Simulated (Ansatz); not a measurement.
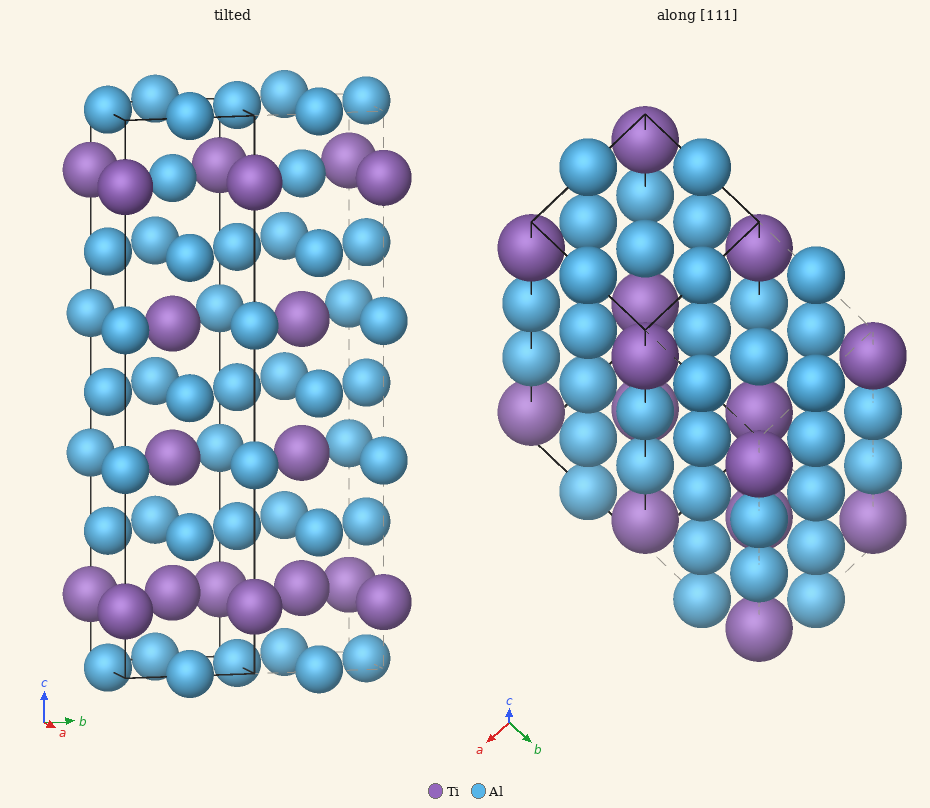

Shown here is a spheres-only view of the crystal, taken slightly off an axis and along [111]. A block of 1×2×1 cells is shown, with one conventional unit cell in solid outline. Cell: a = 3.971 Å, b = 3.971 Å, c = 16.713 Å, α = 90.00°, β = 90.00°, γ = 90.00°.

The material is Ti$_{5}$Al$_{11}$. The atoms follow space group P4mm (No. 99); the Bravais lattice is primitive tetragonal. The cell comprises 1 formula unit: 5 Ti, 11 Al.

The starting point was a structure listed in the Materials Project. It was relaxed at fixed volume with DFT PBEsol, scalar-relativistic, plane waves, PAW (Ansatz).

At this level of theory the run's own cell isn't at rest (stretched, at -6 GPa), so its distances can differ from those at equilibrium, the more so the softer the solid.
